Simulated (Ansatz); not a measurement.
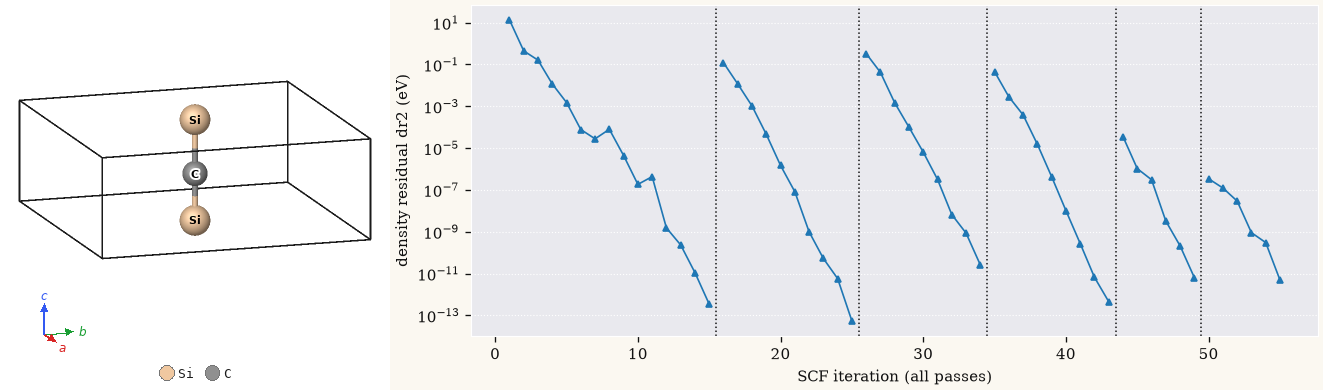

Beside the plot: the structure.

Figure. SCF iterations of a calculation: density residual dr2. The run: SiC (2 atoms in the cell), by DFT PBE, scalar-relativistic, plane waves, PAW (Ansatz 0.2.0); cutoff 420 eV, 1×1×19 k-mesh, Gaussian smearing of 0.05 eV, collinear spins. Each stretch between dotted lines is the SCF of one geometry step of a relaxation. dr2 is the charge part; the magnetisation has a residual of its own. Pass 6 re-solves the same geometry on a plane-wave basis chosen afresh for the new cell.

The run converged; it took 55 iterations in all. There are 6 passes, of 15, 10, 9, 9, 6 and 6 iterations. In pass 1, the residual falls unevenly and jumps up by a factor of two or more twice on the way down. The first pass is the longest because it starts from scratch; later ones start from the previous geometry's density. The program keeps the magnetisation out of the quasi-Newton mixer until iteration 6 and then restarts the mixer with it. The relaxation met its thresholds. The residual starts near 10 and ends near 5 × 10⁻¹² eV.
